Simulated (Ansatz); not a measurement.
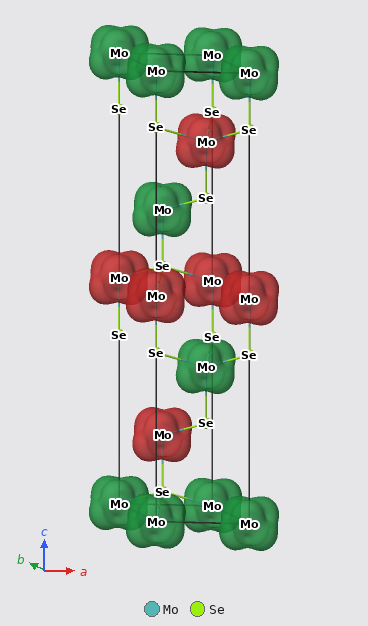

Figure. MoSe. Isosurfaces of the magnetisation density (up minus down) at +0.03 (green) and −0.03 e/Å³ (red), seen slightly off an axis. Sticks mark near contacts.

Space group F-43m; started from the zincblende prototype, which need not be the ambient phase; the SCF solution may not be the lowest one; the program warned that a lower state may break the symmetry and another magnetic order may lie lower; spin-polarised.

Computed with DFT PBE, scalar-relativistic, plane waves, PAW in Ansatz 0.2.0.

In a PAW calculation such maps are meaningful between the atoms, not at the nuclei.

Q: Where is the spin, and how is it ordered?

A: The spin density sits on Mo: +0.7 μB (×3) and −0.7 μB (×3) in one cell of 12 atoms: antiferromagnetic in this solution, which needn't be the ground state, with some nearest magnetic neighbours parallel and some opposed. The cell of the calculation (4 atoms) carries 0.0 μB of net spin moment.
